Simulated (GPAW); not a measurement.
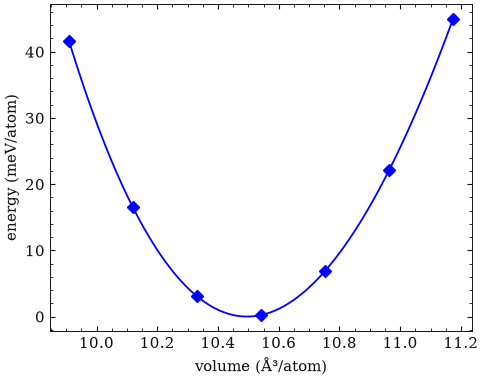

The plot gives the computed energy against volume for WC, space group Fm-3m (No. 225).

The given structure:
```cif
data_structure
_symmetry_space_group_name_H-M 'P 1'
_symmetry_Int_Tables_number 1
_cell_length_a 3.1009
_cell_length_b 3.1009
_cell_length_c 3.1009
_cell_angle_alpha 60.000
_cell_angle_beta 60.000
_cell_angle_gamma 60.000
_cell_volume 21.08
loop_
_atom_site_label
_atom_site_type_symbol
_atom_site_fract_x
_atom_site_fract_y
_atom_site_fract_z
_atom_site_occupancy
W1 W 0.00000 0.00000 0.00000 1
C1 C 0.50000 0.50000 0.50000 1
```

Calculation (GPAW 26.7.0): PAW DFT in plane waves, on a grid or in atomic orbitals, no spin polarisation; energies at scaled volumes of the given cell, shape and fractions fixed, counted from the fit's minimum, third-order Birch-Murnaghan fit. Level: PBE.

```
         setting                                 value
          k mesh                              10×10×10
     occupations                           Fermi–Dirac
  smearing width                               0.05 eV
      potentials  GPAW PAW data sets (gpaw data 1.2.1)
     wave cutoff                                800 eV
program settings                              basis pw
```

This calculation gives: equilibrium volume 10.50 Å³/atom and bulk modulus 368 GPa.

Now the level changes from PBE to LDA. Predict the effect.

The equilibrium volume falls from 10.50 to 10.05 Å³/atom (−4.3 %) and the bulk modulus rises from 368 to 407 GPa (+11 %). As usual, the local density approximation binds more tightly than this gradient-corrected functional.

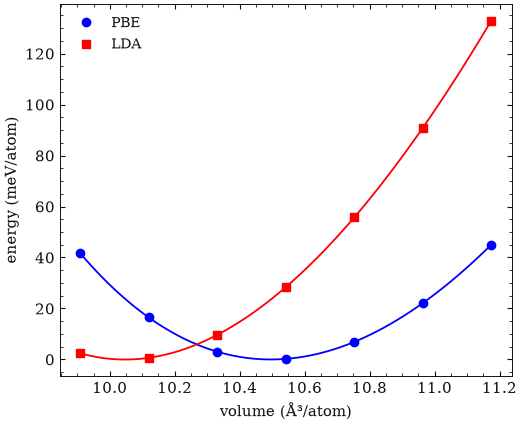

The two results together.

V0 and the bulk modulus come from third-order Birch–Murnaghan fits.
